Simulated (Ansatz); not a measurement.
Sr$_{3}$Ti$_{2}$O$_{3}$

The calculation's input:

```
crystal:
  lattice:
    - [2.8422415839, 1.6409689436, 9.4153381851]
    - [-2.8422415839, 1.6409689436, 9.4153381851]
    - [0.0, -3.2819378872, 9.4153381851]
  atoms:
    - { symbol: Sr, position: [0.9145896955, 0.9145896955, 0.9145896955] }
    - { symbol: Sr, position: [0.0854103045, 0.0854103045, 0.0854103045] }
    - { symbol: Sr, position: [0.5, 0.5, 0.5] }
    - { symbol: Ti, position: [0.7981694886, 0.7981694886, 0.7981694886], spin: 0.9 }
    - { symbol: Ti, position: [0.2018305114, 0.2018305114, 0.2018305114], spin: 0.9 }
    - { symbol: O, position: [0.0, 0.0, 0.5] }
    - { symbol: O, position: [0.5, 0.0, 0.0] }
    - { symbol: O, position: [0.0, 0.5, 0.0] }
basis:
  ecutwfc: 420
kpoints:
  mp_grid: { grid: [6, 6, 6] }
hamiltonian:
  xc: pbe
scf:
  occupations: { method: gaussian, width: 0.1 }
  n_extra_bands: 20
output:
  forces: true
  stress: true
  eigenvalues: true
  populations: true
  dos: { projected: true, de: 0.02, nscf_kmesh: { grid: [8, 8, 8] } }
  bader: false
  write_density: true
  write_potential: true
  elf: true
  volumetric_format: npy
magnetization:
  spin_polarized: true
```

Launched as:

```sh
ansatz run input.yaml --threads 1 --pin off --max-ram 2560MiB --backend cpu --events-out ev --progress --plain --runs-dir out
```

Below, planes, directions and counts refer to the conventional cell (a = 5.68 Å, b = 5.68 Å, c = 28.25 Å, α = 90.00°, β = 90.00°, γ = 120.00°).

Space group R-3m; a generated structure, not necessarily the stable one; spin-polarised.

Theory: DFT PBE, scalar-relativistic, plane waves, PAW in Ansatz.

The density is the valence pseudo-density of a PAW calculation; it isn't the true density close to the nuclei.

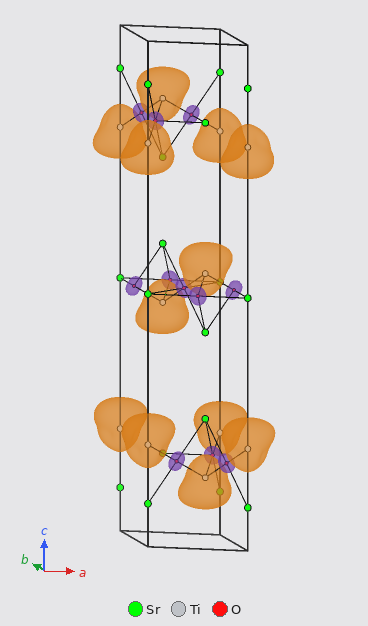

Figure 1. Isosurfaces of the spin density at +0.04 (orange) and −0.04 e/Å³ (purple), seen slightly off an axis. Sticks mark near contacts.

Question: Describe the spin distribution.

Answer: The spin density sits on Ti: +0.8 μB (×6) in one cell of 24 atoms, with smaller moments on Sr (up to +0.08 μB) and O (up to −0.05 μB): parallel main moments (a ferromagnetic arrangement) in this solution. The cell of the calculation (8 atoms) carries 4.5 μB of net spin moment.

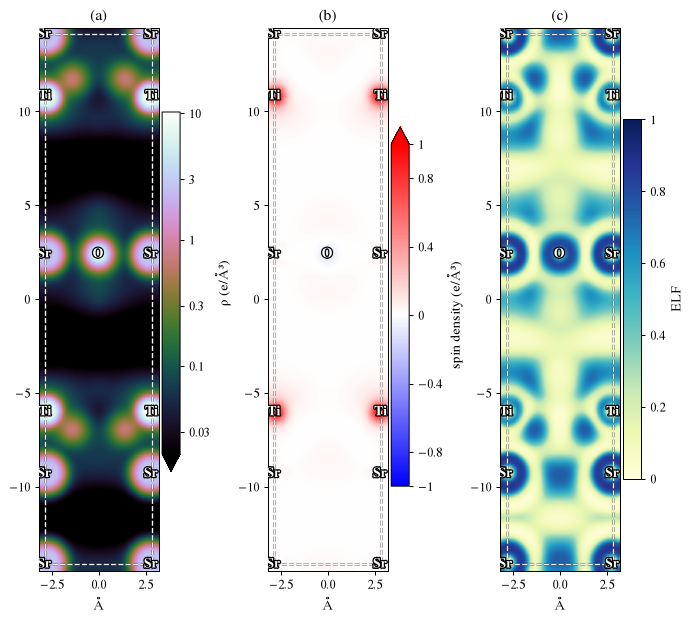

Figure 2. (a) valence charge density (pseudo); (b) spin density; (c) ELF on the (010) plane of the conventional cell.

Question: What does the map show?

Answer: Atoms in the plane: Sr, Ti and O. Atoms just off the plane (O, 0.8 Å away) can leave unmarked features too. Sr–O (2.84 Å): ρ at the midpoint is about 0.12 e/Å³; the ELF is about 0.05 at the midpoint: no localised pair shows between them. Between the atoms the lowest density in this plane is 0.005 e/Å³. The features right at Sr and Ti lie inside the PAW spheres, where the map follows smoothed inner orbitals and isn't to be read closely.

Question: Does the calculation make it a metal, or give it a gap?

Answer: It is metallic or semimetallic at this level of theory: no gap opens; semilocal functionals without U, or without the true magnetic order, often close the gap of such compounds.
